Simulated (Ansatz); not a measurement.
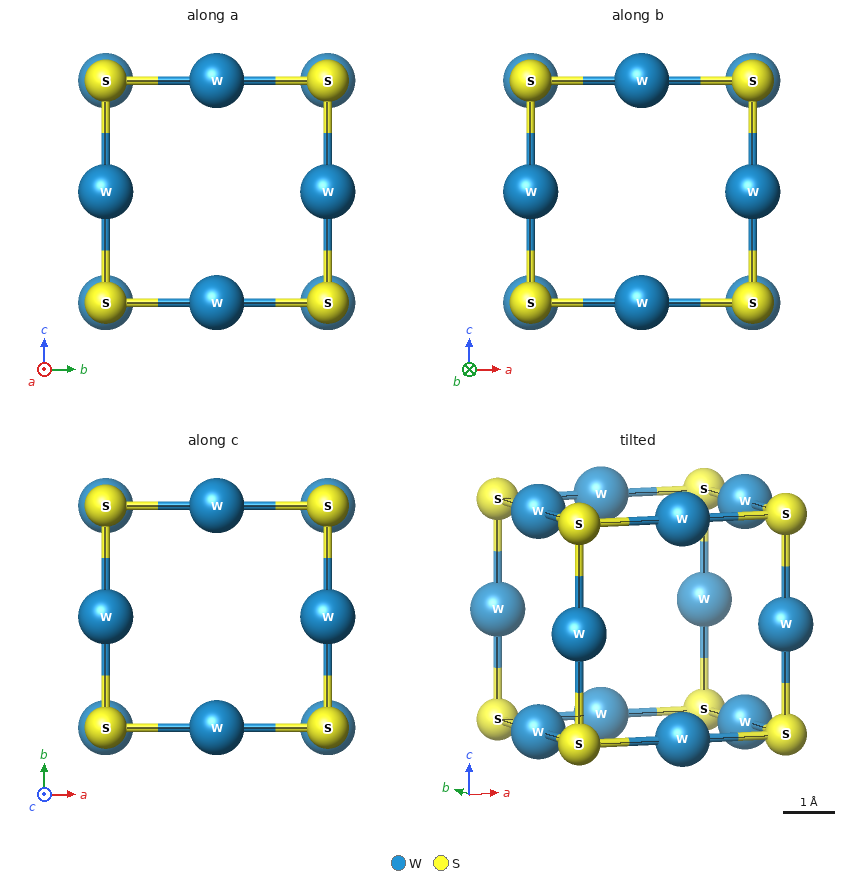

The figure gives a ball-and-stick picture of the atoms, viewed along the a axis, along the b axis, along the c axis and slightly off an axis. The box is the conventional unit cell; atoms on or close to its faces, edges and corners are drawn wherever they repeat.

Lattice parameters: a = 4.393 Å, b = 4.393 Å, c = 4.393 Å, α = 90.00°, β = 90.00°, γ = 90.00°. Put a along x and b in the xy plane.

> Set out the cell and atoms as a POSCAR file.

```
W S
1.0
     4.393    0.000    0.000
     0.000    4.393    0.000
     0.000    0.000    4.393
W S
3 1
Direct
  0.5000 0.0000 0.0000
  0.0000 0.5000 0.0000
  0.0000 0.0000 0.5000
  0.0000 0.0000 0.0000
```

The initial geometry was a structure type filled with these elements by a generator (whether the compound takes this form wasn't checked). The structure drawn was relaxed with Ansatz 0.2.0, DFT r2SCAN, scalar-relativistic, plane waves, PAW.
